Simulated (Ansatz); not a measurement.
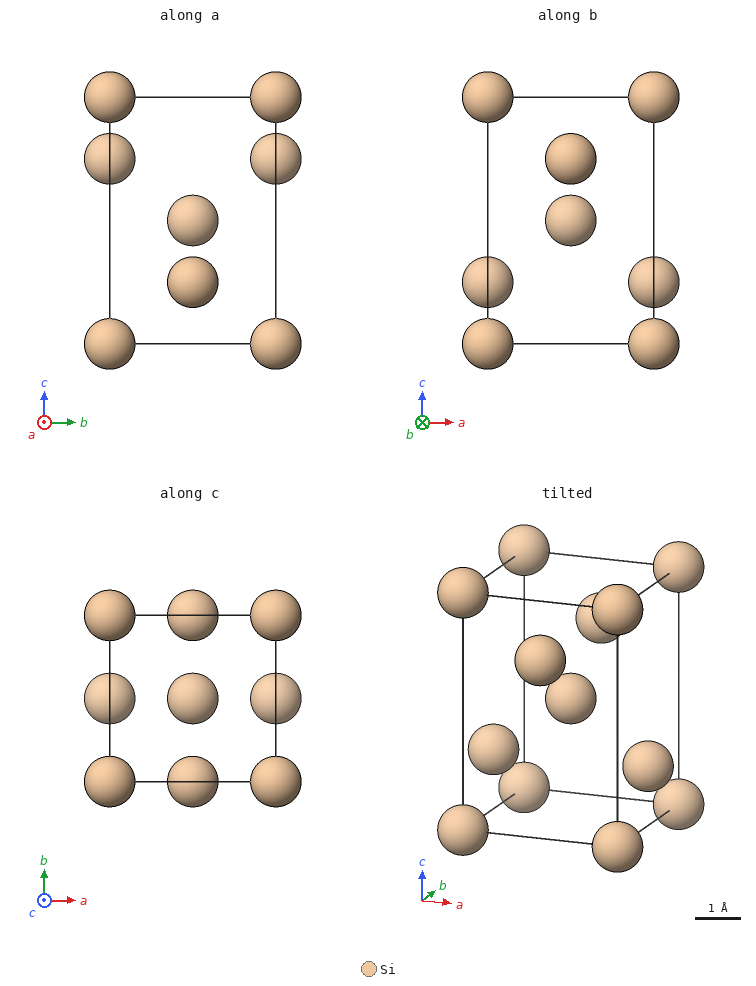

An orthographic spheres-only view of the structure, along the a axis, along the b axis, along the c axis and slightly off an axis. The frame is the conventional unit cell; atoms at its boundary are shown with their periodic copies.

Lattice parameters: a = 3.741 Å, b = 3.741 Å, c = 5.557 Å, α = 90.00°, β = 90.00°, γ = 90.00°.

**Set out the cell and atoms as a table of Wyckoff sites.**

Space group I4_1/amd:1 (No. 141).
```json
{"atom": "Si", "site": "4a", "x": "0.0000", "y": "0.0000", "z": "0.0000"}
```

The initial geometry was a structure type filled with this element by a generator (whether the element takes this form wasn't checked). The cell was then strained or its atoms displaced on purpose. It was run through Ansatz as a DFT input.
